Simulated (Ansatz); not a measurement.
System BN (space group P6_3mc, No. 186); source of the atomic positions: coordinates from a relaxation with Ansatz 0.2.0, DFT, LDA, plane waves, PAW.

```
B N
1.0
     2.52323    0.00000    0.00000
    -1.26161    2.18518    0.00000
     0.00000    0.00000    4.17517
B N
2 2
Direct
  0.66667 0.33333 0.00030
  0.33333 0.66667 0.50030
  0.66667 0.33333 0.37470
  0.33333 0.66667 0.87470
```

Bonds are taken as B–N below 1.8 Å; no other contact counts. Simplification: prune 0- and 1-connected atoms, fold 2-connected ones into links.

Derive the underlying net.

The result is a uninodal 4-connected, three-periodic net: B and N are 4-connected nodes. It is the lon net, known from lonsdaleite, wurtzite and tridymite. It is a single net, without interpenetration.

```tsv
node	links	point symbol	coordination sequence
B and N	4	6⁶	4 12 25 44
```

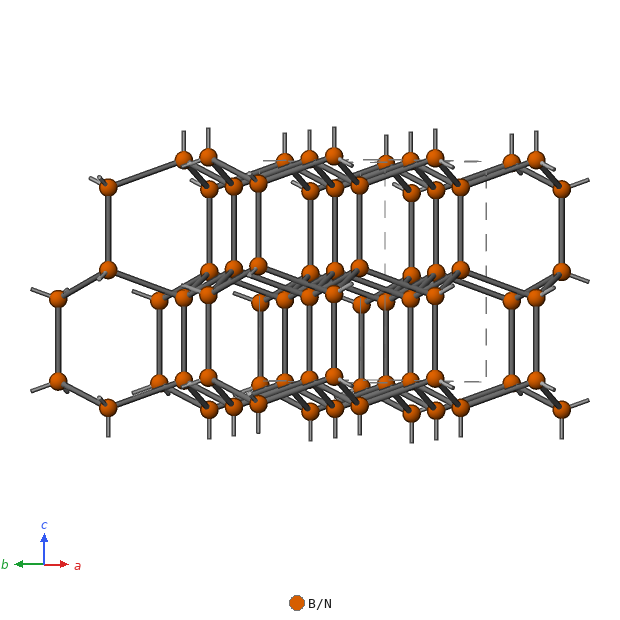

Nodes are coloured by topological kind. Short stubs are edges that leave the cut-out.
